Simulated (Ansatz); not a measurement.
# Run report: GeSi62 (charge −2), nudged elastic band (part 2 of 2)

The same run, continued: GeSi62 (defect cell, 63 atoms in the cell, total charge −2); DFT PBEsol, scalar-relativistic, plane waves, PAW, PAW set soft_1, no spin polarisation (Ansatz 0.2.0); cutoff 420 eV, 1×1×1 k-mesh, Fermi–Dirac smearing of 0.05 eV. One setting was made poor on purpose. It belongs to a series of runs on one base structure; here: band between the two ends.

The program's output, continued
```
NEB iter   1: max|band force component| = 2.878e-1 eV/Å  barrier→ = 0.2749 eV  barrier← = 0.2735 eV  CI = image 2  Δτ_max = 0.0652 Å  (53 SCF iters)
NEB image 1
Initial density: handed on by an earlier stage of this run
Initial wavefunctions: those handed on with the density
preconditioner: auto → Kerker (q_TF=auto, 2.097 Å⁻¹)  [metal: Δε(μ)=0.111 eV  Ē_g=7.737 eV  σ=0.050 eV  W_gap=0.47  n_scr=202 (ndim 8)  ℏωp=16.5 eV  f_vac=0.000  D(μ)=38.06/eV (n_scr^D=256)]
NEB image 2
preconditioner: auto → Resta (q_TF=auto, 2.097 Å⁻¹)  ε∞=5.6  [insulator: Δε(μ)=0.139 eV  Ē_g=7.730 eV  σ=0.050 eV  W_gap=0.58  n_scr=202 (ndim 8)  ℏωp=16.5 eV  f_vac=0.000  D(μ)=38.29/eV (n_scr^D=256)  ε∞_Penn≈5.6]
NEB image 3
preconditioner: auto → Kerker (q_TF=auto, 2.097 Å⁻¹)  [metal: Δε(μ)=0.113 eV  Ē_g=7.737 eV  σ=0.050 eV  W_gap=0.48  n_scr=202 (ndim 8)  ℏωp=16.5 eV  f_vac=0.000  D(μ)=38.34/eV (n_scr^D=256)]
NEB iter   2: max|band force component| = 1.047e-1 eV/Å  barrier→ = 0.1812 eV  barrier← = 0.1798 eV  CI = image 2  Δτ_max = 0.0427 Å  (24 SCF iters)
NEB image 1
preconditioner: auto → Kerker (q_TF=auto, 2.097 Å⁻¹)  [metal: Δε(μ)=0.083 eV  Ē_g=7.739 eV  σ=0.050 eV  W_gap=0.38  n_scr=202 (ndim 8)  ℏωp=16.5 eV  f_vac=0.000  D(μ)=39.99/eV (n_scr^D=256)]
NEB image 2
preconditioner: auto → Kerker (q_TF=auto, 2.097 Å⁻¹)  [metal: Δε(μ)=0.085 eV  Ē_g=7.728 eV  σ=0.050 eV  W_gap=0.40  n_scr=202 (ndim 8)  ℏωp=16.5 eV  f_vac=0.000  D(μ)=42.38/eV (n_scr^D=304)]
NEB image 3
preconditioner: auto → Kerker (q_TF=auto, 2.097 Å⁻¹)  [metal: Δε(μ)=0.082 eV  Ē_g=7.739 eV  σ=0.050 eV  W_gap=0.37  n_scr=202 (ndim 8)  ℏωp=16.5 eV  f_vac=0.000  D(μ)=40.61/eV (n_scr^D=304)]
NEB iter   3: max|band force component| = 3.283e-2 eV/Å  barrier→ = 0.1606 eV  barrier← = 0.1592 eV  CI = image 2  Δτ_max = 0.0081 Å  (23 SCF iters)
NEB image 2
preconditioner: auto → Kerker (q_TF=auto, 2.097 Å⁻¹)  [metal: Δε(μ)=0.075 eV  Ē_g=7.727 eV  σ=0.050 eV  W_gap=0.35  n_scr=202 (ndim 8)  ℏωp=16.5 eV  f_vac=0.000  D(μ)=43.13/eV (n_scr^D=340)]
NEB image 1
NSCF: frozen V_eff on 1 k-points
NEB image 3
NSCF: frozen V_eff on 1 k-points
NEB image 2
NSCF: frozen V_eff on 1 k-points
the search or the solves at the SCF's close seem to have found levels that the self-consistency loop had missed (the run counts 1). By its estimate they hold under 1e-12 electrons; where the run keeps them, the occupations were computed again with them
NEB iter   4: max|band force component| = 3.454e-2 eV/Å  barrier→ = 0.1582 eV  barrier← = 0.1568 eV  CI = image 2  Δτ_max = 0.0000 Å  (6 SCF iters)
```

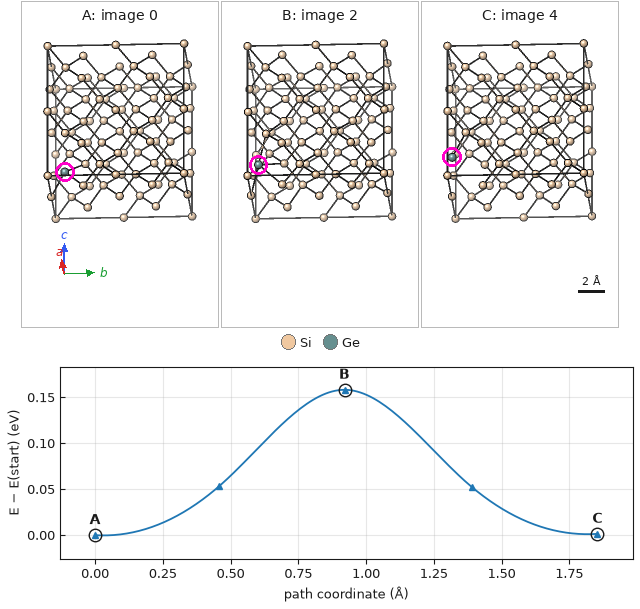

*Images of the last band (counted from 0; ball-and-stick, simulation cell, seen at an oblique angle), with the moving atom and its periodic copies ringed, above the energy along the path; the line is a cubic interpolation that uses the forces.*

The highest image is number 2, 0.158 eV above the start and 0.157 eV above the end (the climbing image); the end lies 0.001 eV above the start. The path is 1.85 Å long, and Ge2 moves most (1.62 Å). The band converged in 4 iterations.

```
Free energy (F): -42763.160054 eV
Harris-Foulkes:  -42763.160054 eV  (|F-HF|=3.14e-8)
Internal energy: -42762.832889 eV  (E = F + TS)
E sigma→0 (E₀):  -42762.996471 eV
Entropy (-TS):   -0.327165 eV (-5.193 meV/atom)
Fermi energy:    6.577173 eV
--- Per-component energies (eV) ---
  E_band       = 101.050831
  E_kinetic    = 2626.532066
  E_local      = -4518.609589  (includes V_loc(G=0)·N_el)
  E_nonlocal   = 1637.209730
  E_hartree    = 1890.739584
  E_xc         = -3546.225412
  E_vxc        = -3040.018399  (∫ρ·V_xc dr)
  E_paw        = -32831.211596  (= ΣΔE_a)
  E_vpaw       = -385.543376  (= ΣTr[D̂ρ^β])
  E_aug_tail   = 0.002307  (compensation charges beyond the density's cutoff)
  E_ewald      = -8024.144679
  E_core_change = 2.874701  (= ΣΔE_core)
  E_smearing   = -0.327165  (= −TS)
  E_closure    = 0.000000  (closes the sum)
  E_deformation_potential = -24.834596  (in the stress; not in F)
  Σ components = -42763.160054   (vs F -42763.160054, Δ=0.00e0)
--- Forces (eV/Å), atoms counted from 1 ---
  atom   1  Si     0.00765188     0.00134110     0.00806214
  atom   2  Ge    -0.00084981    -0.00034738    -0.00101292
  atom   3  Si    -0.00188883    -0.00664543     0.00694431
  atom   4  Si    -0.00011066     0.00961847    -0.00126718
  atom   5  Si    -0.00666164    -0.00458666    -0.00681570
  atom   6  Si     0.00924879    -0.00166431    -0.00035016
  atom   7  Si    -0.00431764     0.00161211    -0.00219618
  atom   8  Si     0.00427782    -0.00587743     0.00599828
  atom   9  Si    -0.01131797     0.01116170    -0.00850124
  atom  10  Si     0.00609360    -0.00454586     0.00651008
  atom  11  Si    -0.00186246     0.00414519    -0.00237289
  atom  12  Si     0.00157287    -0.00905869    -0.00073796
  atom  13  Si    -0.00974188     0.00978532     0.00229141
  atom  14  Si     0.00403339    -0.00211540     0.00149795
  atom  15  Si    -0.00874066     0.00032337     0.00031918
  atom  16  Si     0.00442021    -0.00433605    -0.00367064
  atom  17  Si    -0.00042712     0.00900448     0.00026037
  atom  18  Si     0.00195449    -0.00417277     0.00165835
  atom  19  Si    -0.00603676     0.00330181    -0.00615055
  atom  20  Si    -0.00016345    -0.00157975     0.00949482
  atom  21  Si    -0.00180325     0.00174950    -0.00448323
  atom  22  Si     0.00141578     0.00043447     0.00909428
  atom  23  Si    -0.00493384     0.00160961    -0.00443196
  atom  24  Si     0.00206466    -0.00225157     0.00405866
  atom  25  Si     0.00096073     0.00069648    -0.00922028
  atom  26  Si     0.00044731    -0.00539273     0.00493800
  atom  27  Si    -0.00565554     0.00571225    -0.00980129
  atom  28  Si     0.00495251    -0.00014491     0.00419701
  atom  29  Si    -0.00970662    -0.00004040    -0.00121076
  atom  30  Si     0.00888406     0.00115036     0.00086357
  atom  31  Si    -0.00394092     0.00119476    -0.00447225
  atom  32  Si     0.00491365    -0.00500729     0.00895915
  atom  33  Si    -0.00072149     0.00365057    -0.00407634
  atom  34  Si    -0.00118159    -0.00899037     0.00081244
  atom  35  Si     0.00408687     0.00800444    -0.00768007
  atom  36  Si     0.01178020    -0.01034250     0.01224012
  atom  37  Si    -0.00530840     0.00965462    -0.00570183
  atom  38  Si     0.00568889    -0.00455683     0.00055764
  atom  39  Si    -0.00278979     0.00264964    -0.00065467
  atom  40  Si     0.00476024    -0.00586932     0.00088720
  atom  41  Si    -0.00970573     0.00545519    -0.00567864
  atom  42  Si     0.01049062    -0.01159994     0.01165702
  atom  43  Si    -0.00681238     0.00670765    -0.00362592
  atom  44  Si     0.00532552    -0.00911796     0.00502933
  atom  45  Si    -0.01037607     0.00920816    -0.01037262
  atom  46  Si     0.00549923    -0.00567382     0.00411515
  atom  47  Si    -0.00896329     0.01088348    -0.01081839
  atom  48  Si     0.00917951    -0.00527549     0.00497623
  atom  49  Si    -0.00377192     0.00305214    -0.00071687
  atom  50  Si     0.01087820    -0.01094800     0.01108798
  atom  51  Si    -0.00341097     0.00639790    -0.00632058
  atom  52  Si     0.00224098    -0.00189046     0.00252318
  atom  53  Si    -0.00122744     0.00134794    -0.00139786
  atom  54  Si     0.00156761    -0.00220847     0.00221288
  atom  55  Si    -0.00165878     0.00467176    -0.00414506
  atom  56  Si    -0.00010376    -0.00383333     0.00485406
  atom  57  Si    -0.00021829     0.00218380    -0.00230681
  atom  58  Si     0.00060432    -0.00073838     0.00079264
  atom  59  Si    -0.00176144     0.00004998    -0.00209725
  atom  60  Si     0.00347119     0.00045545     0.00449717
  atom  61  Si    -0.00066393    -0.00067410    -0.00933148
  atom  62  Si     0.00160366    -0.00160814     0.00113637
  atom  63  Si    -0.00323595     0.00388003    -0.00091128
  max |Σ_I F_I| component: 3.89e-6 eV/Å
--- Band table (eV) ---
  k-point 0: bands = ["-17.9319", "-17.9279", "-17.9279", "-17.8936", "-17.8936", "-5.8536", "-4.7968", "-4.7967", "-4.7946", "-4.7945", "-4.7272", "-4.6933", "-3.8575", "-3.8575", "-3.8517", "-3.8443", "-3.8443", "-3.8405", "-3.8028", "-3.8028", "-3.7741", "-3.7740", "-3.7238", "-3.7217", "-3.4969", "-3.4969", "-3.2801", "-3.1214", "-1.7558", "-1.7314", "-1.7297", "-1.7296", "-1.7120", "-1.7120", "-1.6016", "-1.5733", "-1.5733", "-1.5345", "-1.5335", "-1.5335",
      "-1.4547", "-1.4546", "-1.4416", "-1.4416", "-1.3631", "-1.0855", "-0.9221", "-0.8759", "-0.8759", "-0.5065", "0.5917", "0.5917", "0.5930", "0.6089", "0.6089", "0.6188", "0.6503", "0.6950", "0.6950", "0.7276", "0.7276", "1.6246", "2.1493", "2.1493", "2.1552", "2.1552", "2.1767", "2.1781", "2.2056", "2.2106", "2.2106", "2.2134", "2.2134", "2.2295", "2.2757", "2.2904", "2.2975", "2.2975", "2.3096", "2.3155",
      "2.3155", "2.3999", "2.3999", "2.4813", "2.4813", "2.5613", "2.5993", "2.5993", "2.6702", "2.7635", "2.7635", "3.2264", "3.2963", "3.2963", "3.3895", "3.3895", "3.4543", "3.6005", "4.1611", "4.1888", "4.1888", "4.2101", "4.2110", "4.2110", "4.2719", "4.3013", "4.3014", "4.3276", "4.3641", "4.3642", "4.7440", "4.7632", "4.7632", "4.7818", "4.7825", "4.7849", "4.7850", "4.8157", "4.8230", "4.8231",
      "4.8595", "4.8595", "4.9062", "4.9559", "4.9560", "5.2853", "5.2854", "5.6411", "5.6411", "5.8023", "6.5251", "6.6032", "6.6032", "6.6397", "6.6399", "6.7218", "6.8257", "6.8257", "6.8483", "7.1191", "7.1191", "7.1766", "7.1904", "7.1905", "7.3472", "7.5586", "7.5586", "7.6110", "7.8256", "8.3958", "8.3958", "8.4324", "8.4324", "8.4462", "8.4930", "8.5015", "8.5015", "8.5058", "8.5522", "8.5523",
      "8.5701", "8.6478", "8.6478", "8.7464", "9.1397", "9.1397", "9.1559", "9.1827", "9.1827", "9.3355", "9.3376", "9.3377", "9.3625", "9.3629", "9.4358", "9.4359", "9.4592", "9.4594", "9.5820", "10.2204", "10.2273", "10.2700", "10.2701", "10.3211", "10.3212", "10.3455", "10.3456", "10.3684", "10.3822", "10.4537", "10.4537", "10.7771", "10.7772", "10.7970", "10.8426"]
this run last wrote the band of iteration 4 to [file]; this run last wrote the band within `neb.f_tol` of iteration 3 to [file]
--- NEB band (5 images, 4 band iterations, 106 SCF iterations) ---
  forward barrier  = 0.158226 eV
  backward barrier = 0.156821 eV
  lagrangian_above_aufbau_ev (what the smearing adds, to first order; not taken off the barriers): saddle image -0.233005 eV, end points -0.214213 and -0.215326 eV
  climbing image's point = of an order that was not read
  energies are F+E_penalty+E_count in eV, relative to image 0
  image     s (Å)  Δ vs image 0  max|band force component| (eV/Å)
  *   2    0.9204      0.158226                          1.223e-2
  climbing-image geometry (image 2):
  cell:  # Å, volume = 1280.8241 Å³
    - [10.86, 0.0, 0.0]
    - [0.0, 10.86, 0.0]
    - [0.0, 0.0, 10.86]
  atoms:
    - { symbol: Si, position: [0.5103400611131823, -0.0026602994406047173, 0.010002806854490679] }
    - { symbol: Ge, position: [0.6877567565792568, 0.06239929272965844, 0.1872490881568377] }
    - { symbol: Si, position: [0.7528397279544135, 0.240005288404846, 0.009897244539705084] }
    - { symbol: Si, position: [0.8752591852802155, 0.3751966797250199, 0.12489071430964795] }
[...]
    - { symbol: Si, position: [0.8651847102832159, 0.12833212315979414, 0.36487802620025744] }
    - { symbol: Si, position: [1.2549237136207805e-5, 0.0006408317781194929, -0.0006666955535176602] }
    - { symbol: Si, position: [0.12530136813091852, 0.12508744082644335, 0.12483533805883783] }
    - { symbol: Si, position: [0.2530049101106028, 0.24861510955546476, 0.0013012947348461314] }
    - { symbol: Si, position: [0.38130757328761683, 0.3689290495821656, 0.12818208323346156] }
    - { symbol: Si, position: [0.5016300576178518, 0.49723255097732666, 0.0013101976282229903] }
    - { symbol: Si, position: [0.625146657635532, 0.6249352687377133, 0.12484259388773232] }
    - { symbol: Si, position: [0.7495783773586101, 0.7502283612014815, -0.0006807120846005193] }
    - { symbol: Si, position: [0.8648855939233088, 0.8853424035179563, 0.12145191282643304] }
    - { symbol: Si, position: [0.24976222872248088, 0.0002739013700944411, 0.24964783104515698] }
    - { symbol: Si, position: [0.3750639285160023, 0.12500957011261232, 0.37497268911850606] }
    - { symbol: Si, position: [0.5100269024628092, 0.24018788074764502, 0.2524494884561779] }
    - { symbol: Si, position: [0.6252127744318595, 0.37516323465473206, 0.3749424673380327] }
    - { symbol: Si, position: [0.7499625917786261, 0.5004735122406286, 0.24965038077114582] }
    - { symbol: Si, position: [0.8734218373734287, 0.6284456781688369, 0.3731113424160077] }
    - { symbol: Si, position: [0.4996811215932232, 0.0006397913658600335, 0.49967077319417513] }
    - { symbol: Si, position: [0.6251310204736378, 0.12509639774368062, 0.6250011341372943] }
    - { symbol: Si, position: [0.7495822125034513, 0.2505528425631178, 0.4996601019760872] }
    - { symbol: Si, position: [0.8757211524646636, 0.37603526466345444, 0.6249247664327104] }
    - { symbol: Si, position: [0.7499468897346812, 0.00028055272699179055, 0.7494545452213415] }
    - { symbol: Si, position: [0.8753039837962855, 0.12499638932571414, 0.874743709856199] }
    - { symbol: Si, position: [0.0008579454233090385, 0.500701121799292, -0.0009922874445840184] }
    - { symbol: Si, position: [0.12401713313894112, 0.6262289071635068, 0.12576613120266816] }
    - { symbol: Si, position: [0.24949849424430612, 0.7494135937696442, -0.001026249113719328] }
    - { symbol: Si, position: [0.3750262357717255, 0.8749590714759771, 0.12489337283256481] }
    - { symbol: Si, position: [-5.090639274024103e-5, 0.2505776933686227, 0.24926283740605865] }
    - { symbol: Si, position: [0.12526013483592816, 0.3759625937852758, 0.3754740629562082] }
    - { symbol: Si, position: [0.25101792186867244, 0.4992309314563248, 0.24896707895707682] }
    - { symbol: Si, position: [0.37429366941409264, 0.6249410264986895, 0.37552452863201113] }
    - { symbol: Si, position: [0.49962473619070696, 0.7502642660904382, 0.24926076618853868] }
    - { symbol: Si, position: [0.6218486473276394, 0.8851465769243209, 0.36475391608053387] }
    - { symbol: Si, position: [-0.006248862255937887, 0.003919949015233401, 0.4934306606773274] }
    - { symbol: Si, position: [0.12417883957985695, 0.12423725732000487, 0.6239095943723657] }
    - { symbol: Si, position: [0.24952379134344513, 0.2509364420851433, 0.5004999843633413] }
    - { symbol: Si, position: [0.37607527501858046, 0.3741567817000978, 0.6271200318454483] }
    - { symbol: Si, position: [0.4993400666822622, 0.5006880163391405, 0.5005273368910397] }
    - { symbol: Si, position: [0.6260246359298682, 0.6261284174560335, 0.62384408561282] }
    - { symbol: Si, position: [0.7463005423114104, 0.7565906854260009, 0.4933334385527166] }
    - { symbol: Si, position: [0.8733897270990122, 0.8768449685938311, 0.6214793010456764] }
    - { symbol: Si, position: [0.2511825483066342, 0.0010363149167471673, 0.7509045023548052] }
    - { symbol: Si, position: [0.38157943093048435, 0.12171034448913022, 0.8812725029856783] }
    - { symbol: Si, position: [0.5015844622876485, 0.2486422906346487, 0.7526980756772723] }
    - { symbol: Si, position: [0.6285091608103144, 0.3687523815833118, 0.8811674506287575] }
    - { symbol: Si, position: [0.7492259336397378, 0.49913130346552426, 0.7508443875072698] }
    - { symbol: Si, position: [0.8758412172686231, 0.6249203971121148, 0.8739841549247518] }
    - { symbol: Si, position: [-0.006533475834634911, 0.7567594451164901, 0.2459693374474798] }
    - { symbol: Si, position: [0.12178879487294733, 0.8768137850591146, 0.37309163043453075] }
    - { symbol: Si, position: [-0.0010644638205948077, 0.5028809677338275, 0.49860814468450065] }
    - { symbol: Si, position: [0.12516483404149392, 0.6250769489224042, 0.6248782451118015] }
    - { symbol: Si, position: [0.24735017737431622, 0.7513117911291955, 0.49859744547436324] }
    - { symbol: Si, position: [0.3741985420447301, 0.8745057584833028, 0.6249372588859078] }
    - { symbol: Si, position: [0.0007402317360491553, 0.2510073052879706, 0.7491744947829693] }
    - { symbol: Si, position: [0.12743884111326215, 0.3741168470643191, 0.8757764161783068] }
    - { symbol: Si, position: [0.24995955236341516, 0.5002836330637369, 0.7496660336837072] }
    - { symbol: Si, position: [0.3761132881149455, 0.6227922261318443, 0.8758021142050749] }
    - { symbol: Si, position: [0.49921195728261125, 0.7494711026313637, 0.7491623100187436] }
    - { symbol: Si, position: [0.625222967670283, 0.874915185359852, 0.8747167273684319] }
    - { symbol: Si, position: [-0.0011163023584013767, 0.7513374071496204, 0.7470411580467806] }
    - { symbol: Si, position: [0.12529602226204967, 0.8744254829591545, 0.8739395357855891] }
```

Key numbers

- outcome: converged
- barrier, forward: 0.158 eV
- barrier, backward: 0.157 eV
- electrons treated: 264
- hardware: 4 threads of Arm Neoverse V2, 24 GiB of memory available, shared host
- wall time: 90 s (CPU time 4.8 min)
- peak memory: 2.8 GiB

Remarks

The program warns: the PAW datasets were made with another functional. A deliberately poor setting: gamma only. The cell is charged and computed with a neutralising background, so its energy and pressure depend on the cell and aren't those of a real crystal. The k-point mesh is coarse for a cell of this size, so the results may not be converged. The order of the saddle point was not checked.
